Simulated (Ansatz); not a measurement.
# Band-structure calculation of Nb

Nb (P6₃/mmc, 2 atoms in the cell), computed with DFT, PBE, all-electron LAPW, scalar-relativistic, no spin polarisation (Ansatz 0.2.0).

It belongs to a series of runs on one base structure; here: volume scaled by 0.45, LAPW.

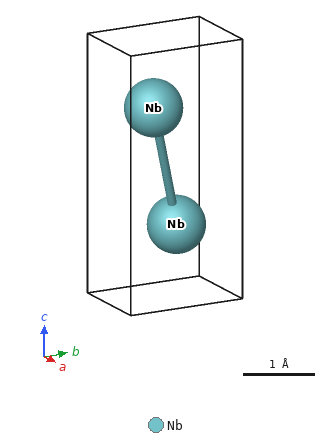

The structure as given in the input (ball-and-stick view of the cell of the calculation, seen slightly off an axis). An atom can appear more than once, as a periodic image. Near neighbours in the periodic cell (some may lie outside the picture): Nb has 12 Nb at 2.28 to 2.29 Å.

### Summary

| quantity | value |
| --- | --- |
| outcome | converged |
| space group (tolerance 0.01 Å) | P6₃/mmc (194) |
| electrons in bands (core shells apart) | 62 |
| free energy | −207872.4754 eV |
| Fermi energy | 45.576 eV |
| pressure | 535.76 GPa |
| electronic character | metal |
| largest force (length of the vector) | under 0.001 eV/Å |
| hardware | 1 thread of Arm Neoverse V1, 24 GiB of memory available, shared host |
| wall time | 50 s |
| peak memory | 0.53 GiB |

The cell is under a pressure of 536 GPa at this level, so it is not at its equilibrium volume.

### Input
```yaml
crystal:
  lattice:
    - [2.2778102278, 0.0, 0.0]
    - [-1.1389051139, 1.9726415223, 0.0]
    - [0.0, 0.0, 3.7388271824]
  atoms:
    - { symbol: Nb, position: [0.3333333333, 0.6666666667, 0.25] }
    - { symbol: Nb, position: [0.6666666667, 0.3333333333, 0.75] }
kpoints:
  mp_grid: { grid: [16, 16, 9] }
  band_path:
    path:
      - [0.0, 0.0, 0.0]
      - [0.5, 0.0, 0.0]
      - [0.3333333333, 0.3333333333, 0.0]
      - [0.0, 0.0, 0.0]
      - [0.0, 0.0, 0.5]
      - [0.5, 0.0, 0.5]
      - [0.3333333333, 0.3333333333, 0.5]
      - [0.0, 0.0, 0.5]
      - [0.5, 0.0, 0.5]
    npoints: 8
scf:
  occupations: { method: fermi_dirac, width: 0.05 }
hamiltonian:
  xc: pbe
  pseudopotentials: { kind: all_electron, lapw: { basis_error: 0.001 } }
output:
  forces: true
  stress: true
  eigenvalues: true
  populations: true
  dos: { projected: true, de: 0.2, e_range: [-14, 8] }
```

Run as:
```bash
ansatz run input.yaml --threads 1 --pin off --max-ram 2048MiB --backend cpu --events-out ev --progress --plain --runs-dir out
```

### Log
```
Nb: projections on atomic orbitals take those of the free atom 1s2 2s2 2p6 3s2 3p6 3d10 4s2 4p6 4d4 5s1, of charge +0.00 (hamiltonian.pseudopotentials.projection_atoms)
LAPW: plane waves up to 9.551 Å⁻¹, error target 1.0e-3 eV per atom; small_component_spin mean_spin; Nb in spheres of 1.139 Å, 31 of its electrons in bands, Dirac shells [] (how accurate: hamiltonian.pseudopotentials.lapw.basis_error, Limitations)
Engine: ansatz 0.2.0, aarch64-unknown-linux-gnu
Pseudopotentials: kind: all_electron
Pseudopotential: Nb, LAPW, valence charge 31, lapw/all_electron/scalar/gaussian/Nb, Koelling and Harmon's equation, gaussian nucleus
Functional definition: PBE
  parameter kappa = 0.804
  parameter beta = 0.06672455060314922
  exchange = pbe_x(kappa = kappa, mu = beta*pi^2/3)
  correlation = pbe_c(beta = beta)
Crystal: 2 atoms, lattice volume = 16.800 Å³
Basis set: ecut = 347.5295136923173 eV, 245 PW (Γ), exchange–correlation at level 2
Bands: 38, of which v1, the nominal top of the filled ones, is band 31 counted from 1 (30 counted from 0)
Symmetry: 24 space group operations
Space group: P63/mmc (ITA 194), of the structure as read, at distance tolerance 2.6e-5 Å
k-points: 150 of 2304
Non-local potential: Nb, projectors of the file, none
Initial density: superposition of atomic densities (chi_scale 0.1, normalization cell)
Initial wavefunctions: plane waves of lowest kinetic energy (no species holds an atomic orbital)
Functional: x = pbe(κ = 0.804, μ = 0.2195149727645171), c = pbe(β = 0.06672455060314922)
iter 1 solved again at ethr=5.79e-5 eV; its pass at ethr=1.00e-1 eV (dr2=3.59e-2 eV) is discarded
SCF iter   1: F=—  HF=-207872.627806 eV  |F-HF|=—  |Δ(HF+E_count)|=         —  Δρ=2.44e-2  dr2=3.63e-2  ethr=5.79e-5  ⟨swp⟩=3.1  Hψ=39299  notcnv=0
preconditioner: auto → Kerker (q_TF=auto, 3.392 Å⁻¹)  [metal: Δε(μ)=0.012 eV  Ē_g=26.956 eV  σ=0.050 eV  W_gap=0.06  n_scr=10 (ndim 8)  ℏωp=42.5 eV  f_vac=0.000  D(μ)=1.03/eV (n_scr^D=8)]
SCF iter   2: F=—  HF=-207872.485671 eV  |F-HF|=—  |Δ(HF+E_count)|=   1.42e-1  Δρ=1.23e-2  dr2=1.12e-2  ethr=5.79e-5  ⟨swp⟩=2.0  Hψ=17987  notcnv=0
SCF iter   3: F=—  HF=-207872.475497 eV  |F-HF|=—  |Δ(HF+E_count)|=   1.02e-2  Δρ=5.73e-3  dr2=2.95e-3  ethr=1.81e-5  ⟨swp⟩=2.0  Hψ=17002  notcnv=0
SCF iter   4: F=—  HF=-207872.475349 eV  |F-HF|=—  |Δ(HF+E_count)|=   1.48e-4  Δρ=2.14e-3  dr2=4.76e-4  ethr=4.75e-6  ⟨swp⟩=2.0  Hψ=17002  notcnv=0
iter 5 solved again at ethr=1.76e-8 eV; its pass at ethr=7.67e-7 eV (dr2=1.09e-5 eV) is discarded
SCF iter   5: F=—  HF=-207872.475348 eV  |F-HF|=—  |Δ(HF+E_count)|=   9.64e-7  Δρ=3.36e-4  dr2=1.09e-5  ethr=1.76e-8  ⟨swp⟩=2.0  Hψ=28604  notcnv=0
SCF iter   6: F=—  HF=-207872.475351 eV  |F-HF|=—  |Δ(HF+E_count)|=   3.23e-6  Δρ=7.85e-5  dr2=7.00e-7  ethr=1.76e-8  ⟨swp⟩=2.0  Hψ=17002  notcnv=0
SCF iter   7: F=-207872.475351 eV  HF=-207872.475351 eV  |F-HF|=4.31e-9  |Δ(HF+E_count)|=   5.66e-8  Δρ=1.23e-5  dr2=1.76e-8  ethr=1.13e-9  ⟨swp⟩=2.0  Hψ=17002  notcnv=0
SCF 1 converged in 7 iterations: F = -207872.475351 eV  dr2 = 1.76e-8
```

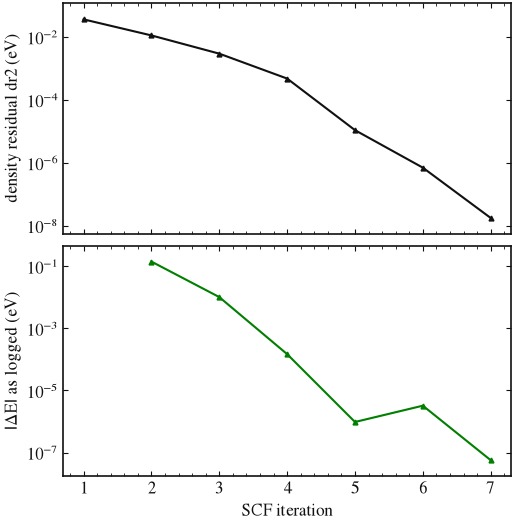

Convergence of the self-consistent field: density residual dr2 and size of the energy change against the SCF iteration. The residual falls at every step.

```
NSCF: frozen V_eff on 65 k-points
SCF converged after 7 iterations
Free energy (F): -207872.475351 eV
Harris-Foulkes:  -207872.475351 eV  (|F-HF|=4.31e-9)
Internal energy: -207872.466895 eV  (E = F + TS)
E sigma→0 (E₀):  -207872.471123 eV
Entropy (-TS):   -0.008456 eV (-4.228 meV/atom)
Fermi energy:    45.575785 eV
--- Per-component energies (eV) ---
  E_band       = -7465.042965
  E_kinetic    = 215226.434058
  E_xc         = -6516.684286
  E_electrostatic = -416582.216668  (all electrons and nuclei)
  E_smearing   = -0.008456  (= −TS)
  E_closure    = 0.000000  (closes the sum)
  E_atoms      = -207871.096246  (free atoms, spherical and without spin; not in F)
  Σ components = -207872.475351   (vs F -207872.475351, Δ=0.00e0)
  Basis errors (estimates in eV, not in F): energy 2.2e-4 per atom: plane waves 2.0e-4 (1.5e-4 summed), levels above the bands 5.5e-94, relativity 5.6e-8, radial functions 1.2e-5, core shells 1.3e-12; eigenvalues (radial functions only) 3.9e-6; not estimated: angular momenta, meshes, grids; target (lapw.basis_error) 1.0e-3; muffin-tin radii Nb 1.139 Å
--- Forces (eV/Å), atoms counted from 1 ---
  atom   1  Nb     0.00000000     0.00000000     0.00000000
  atom   2  Nb     0.00000000    -0.00000000    -0.00000000
  max |Σ_I F_I| component: 7.40e-17 eV/Å
--- Stress (GPa, compression-positive) ---
      535.419537       0.000000       0.000000
        0.000000     535.419537       0.000000
        0.000000       0.000000     536.429434
  P = ⅓ Tr σ = 535.7562 GPa (5357.562 kbar)
--- Band table (eV; the first three rows and the last of 150) ---
  k-point 0: bands = ["-387.8120", "-387.8120", "-295.7041", "-295.7041", "-295.6966", "-295.6966", "-295.6966", "-295.6966", "-145.2442", "-145.2438", "-145.2426", "-145.2426", "-145.2418", "-145.2418", "-145.2372", "-145.2372", "-145.2372", "-145.2372", "-12.4656", "-9.3973", "8.3606", "17.0450", "17.0450", "18.1697", "18.2462", "18.2462", "37.8667", "41.7627", "43.2399", "43.5792", "43.5792", "45.5496", "45.5496", "47.6591", "47.6591", "53.4838", "53.4838", "54.5594"]
  k-point 1: bands = ["-387.8120", "-387.8120", "-295.7041", "-295.7041", "-295.6966", "-295.6966", "-295.6966", "-295.6966", "-145.2442", "-145.2438", "-145.2426", "-145.2426", "-145.2418", "-145.2418", "-145.2372", "-145.2372", "-145.2372", "-145.2372", "-12.3926", "-9.5191", "8.6346", "17.0795", "17.0795", "17.8060", "18.2082", "18.2082", "37.9829", "42.0324", "43.1805", "43.4567", "43.4567", "45.3306", "45.3306", "48.0842", "48.0842", "53.7131", "53.7131", "53.9913"]
  k-point 2: bands = ["-387.8120", "-387.8120", "-295.7041", "-295.7041", "-295.6966", "-295.6966", "-295.6966", "-295.6966", "-145.2442", "-145.2439", "-145.2425", "-145.2425", "-145.2419", "-145.2419", "-145.2372", "-145.2372", "-145.2372", "-145.2372", "-12.1774", "-9.8545", "9.4196", "16.8059", "17.1793", "17.1793", "18.0994", "18.0994", "38.3270", "42.0426", "43.2476", "43.2476", "43.7471", "44.7985", "44.7985", "49.1758", "49.1758", "52.6406", "54.1545", "54.1545"]
  k-point 149: bands = ["-387.8120", "-387.8120", "-295.7041", "-295.7041", "-295.6967", "-295.6967", "-295.6966", "-295.6966", "-145.2436", "-145.2436", "-145.2425", "-145.2423", "-145.2422", "-145.2422", "-145.2366", "-145.2365", "-145.2364", "-145.2364", "-8.5374", "-8.4865", "10.0724", "10.1077", "11.6420", "12.1399", "16.3570", "16.4904", "38.9696", "39.0275", "40.3918", "42.0949", "46.0870", "46.2484", "47.8672", "47.8938", "54.1285", "54.5688", "66.4374", "66.6765"]
--- Löwdin populations: 2 sites ---
  site symbol       q [e]
     0     Nb     40.9499
     1     Nb     40.9499
  spilling = 0.001222 (of n_electrons = 82.000000)
```

### File populations.tsv
```
# site	symbol	l	j	q
# orbitals = lowdin
# n_electrons = 82.000000
# spilling = 0.001222
# projection_atom_Nb: 1s2 2s2 2p6 3s2 3p6 3d10 4s2 4p6 4d4 5s1
0	Nb	0_1S	-	1.999983
0	Nb	0_2S	-	1.999242
0	Nb	0_3S	-	1.986938
0	Nb	0_4S	-	1.809045
0	Nb	0_5S	-	0.357764
0	Nb	1_2P	-	5.999993
0	Nb	1_3P	-	5.998626
0	Nb	1_4P	-	5.775082
0	Nb	2_3D	-	9.999770
0	Nb	2_4D	-	5.023466
1	Nb	0_1S	-	1.999983
1	Nb	0_2S	-	1.999242
1	Nb	0_3S	-	1.986938
1	Nb	0_4S	-	1.809045
1	Nb	0_5S	-	0.357764
1	Nb	1_2P	-	5.999993
1	Nb	1_3P	-	5.998626
1	Nb	1_4P	-	5.775082
1	Nb	2_3D	-	9.999770
1	Nb	2_4D	-	5.023466
```

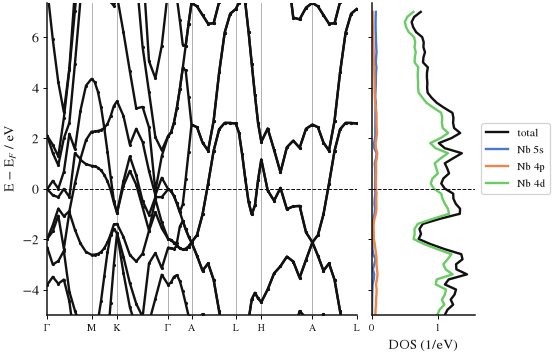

Band structure along Γ–M–K–Γ–A–L–H–A–L and density of states (projected on atomic shells), with energies from the Fermi level. Bands cross the Fermi level: a metal at this level of theory.
